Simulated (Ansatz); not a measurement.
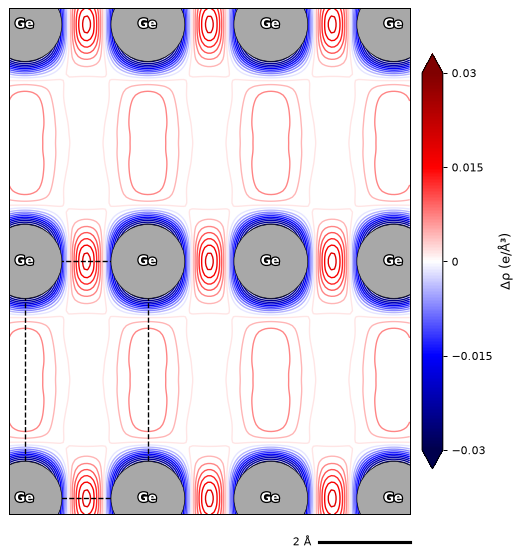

Ge. Difference of the valence pseudo-densities of two functionals at the same geometry, on the (110) plane of the calculation cell: one of HF and HSESOL less the other.

Both computed with Ansatz (plane waves, PAW), on the same k-point mesh. Grey discs cover the atomic cores.

```
Ge
1.0
     1.39715   -2.60052    0.00000
     1.39715    2.60052    0.00000
     0.00000    0.00000    2.69823
Ge
1
Direct
  0.50000 0.50000 0.00000
```

> Which was subtracted from which, and what does the map show?

It is HF less HSESOL. Against HSESOL, HF gives less density around Ge (−0.012 e/Å³ on average at 1.0 Å from the nucleus), more density in the space between the atoms (+0.004 e/Å³ on average) and a change of +0.020 e/Å³ at the midpoint of Ge–Ge.
